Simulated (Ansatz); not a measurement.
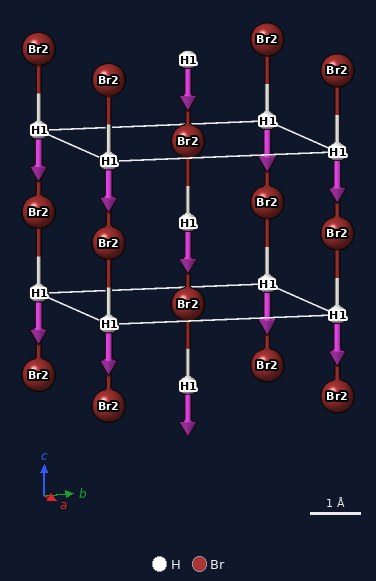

One vibrational mode of solid HBr at 0.98 times its rest volume at the zone centre. The pink arrows give the relative displacements of the atoms. Style: ball-and-stick. Shown: the conventional cell (2 times the calculation's cell), slightly off an axis. Lengths and directions refer to the drawn axes.

All numbers below come from DFT LDA, scalar-relativistic, plane waves, PAW in Ansatz 0.2.0. Set-up: plane-wave cutoff 420 eV; k-point mesh 10 × 10 × 10; occupations fixed; no spin polarisation.

Frequencies are those without the non-analytic (LO–TO) term.

Describe the mode and give its frequency.

This is the A₂u mode at 1967i cm⁻¹, the lowest optical level, infrared-active by symmetry. The Br atoms hardly move; the H sublattice moves as a whole against them, along c; of the bonds it mainly stretches Br–H, some lengthening while others shorten; the kinetic energy is shared as H 99 %, Br 1 %. The frequency is imaginary, so the structure is unstable against this distortion. Freezing in the drawn pattern lowers the space group from I4/mmm to I4mm (No. 107). Its infrared intensity is 1800 (D/Å)²/amu.
